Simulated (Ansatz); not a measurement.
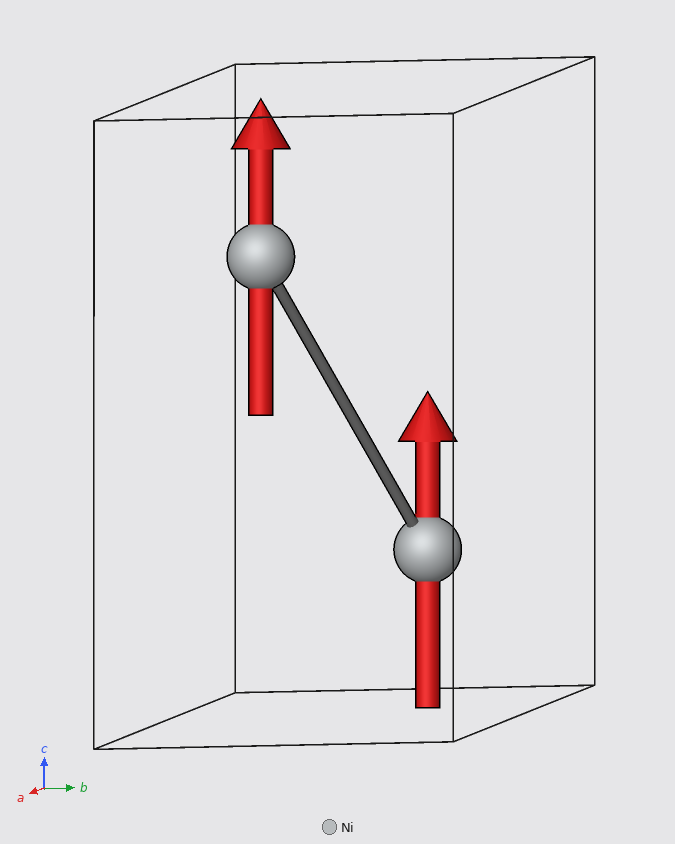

Drawn in the ball-and-stick manner and seen slightly off an axis. The parallelepiped is the simulation cell. Arrows are the site magnetic moments above 0.25 μB; longer means larger, and red and blue are up and down (without spin-orbit coupling the axis itself is arbitrary).

This is the state reached for Ni. Setup: DFT PBEsol, scalar-relativistic, plane waves, PAW in Ansatz 0.2.0; plane waves up to 420 eV, 18×18×10 k-mesh, Gaussian smearing of 0.1 eV, collinear spins.

Q: How are the moments ordered?

A: Ferromagnetic (within this cell). Site moments: 2 Ni +0.8 μB. The net spin moment of the whole cell is 1.5 μB.

The structure was taken from a structure listed in the Materials Project, with elements exchanged, so it need not be a known form of the compound. The cell was then strained or its atoms displaced on purpose. It went into a calculation with Ansatz.

At this level of theory the cell isn't at rest (stretched, at -34 GPa), so its distances can differ from those at equilibrium, the more so the softer the solid, and its magnetic state may change on relaxation.
